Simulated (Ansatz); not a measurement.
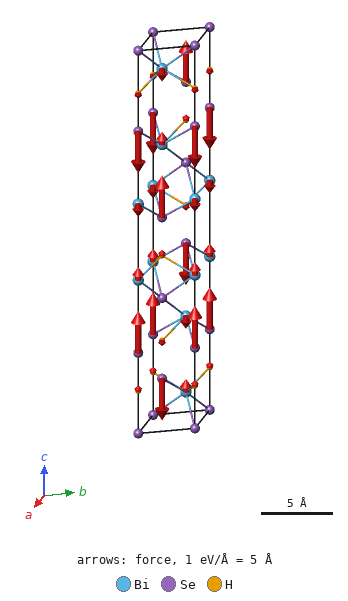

Starting geometry of a crystal of Bi₂H₂Se₃ (set up in R-3m) (coarse preliminary run) with the computed forces as red arrows. A ball-and-stick model of the conventional cell (3 times the calculation's cell), seen from a free direction. Lengths and directions refer to the drawn axes.

Case: 2 H put on empty site 2 of 1 host cells, relaxed.

These are results of DFT PBE+D3(BJ), scalar-relativistic, plane waves, PAW in Ansatz, not measurements. Set-up: plane-wave cutoff 420 eV; k-point mesh 6 × 6 × 6; occupations gaussian; smearing width 0.1 eV; no spin polarisation; cell and atoms relaxed; force threshold 0.0325 eV/Å; at most 70 steps.

What follows when this structure is relaxed?

Answer. It isn't relaxed: the largest force vector, on Se atoms, is 0.62 eV/Å. The final displacements follow the starting forces only in part (cosine between the two patterns 0.67). The largest moves relative to the cell, 0.21 Å, are those of Se atoms. By element the largest moves are Se 0.21 Å, H 0.16 Å, Bi 0.10 Å. Cell: a = b 4.141 → 4.172 Å (+0.8 %), c 28.534 → 29.399 Å (+3.0 %). Volume +4.6 %. Some distances before and after: Bi–H 2.696 → 2.863 Å, Bi–Se 2.863 → 2.844 Å, Bi–Se 3.069 → 3.057 Å. The space group stays R-3m (No. 166). Over 5 accepted moves (6 points after the start) the energy falls by 25.5 meV per atom. Largest force component: 0.62 eV/Å at the start, 0.0091 eV/Å at the end. Pressure: 0.70 GPa at the start and 0.01 GPa at the end. At 1 point the geometry stayed and the basis and grid were re-selected for the new cell (energy shift of 0.3 meV per atom at most each time).
